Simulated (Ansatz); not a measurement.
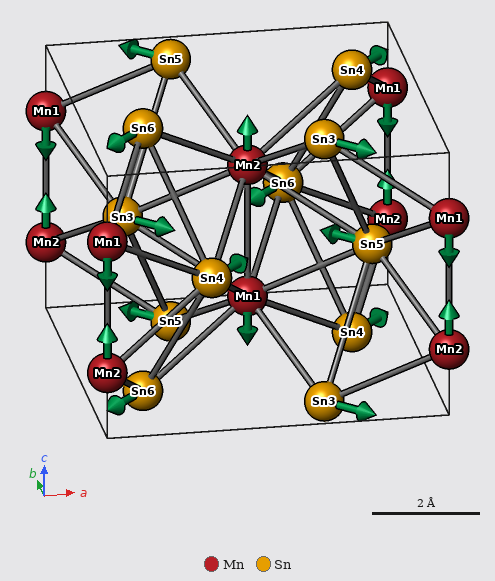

Phonons of crystalline MnSn2, space group I4/mcm (No. 140), at the zone centre. The optical levels lie at 100, 110 (×2), 121, 126, 134 (×2), 141, 145, 148, 211 (×2), 216 (×2), 231 cm⁻¹. One mode is drawn. Displacements are drawn as green arrows; their common scale and sign are arbitrary. The picture is a ball-and-stick view of the conventional cell (2 times the calculation's cell), seen from a free direction. Lengths and directions refer to the drawn axes.

Method: DFT PBEsol, scalar-relativistic, plane waves, PAW (Ansatz 0.2.0). Settings: plane-wave cutoff 420 eV; k-point mesh 12 × 12 × 12; occupations gaussian; smearing width 0.15 eV; collinear spin.

**Which of these frequencies is the drawn mode's?**

The level at 126 cm⁻¹. This is the A₂g mode, optical level 4 of 11, counted from below, silent by symmetry (neither infrared- nor Raman-active). Atoms of one kind move against one another, with no net shift of any sublattice; the kinetic energy is shared as Sn 87 %, Mn 13 %.
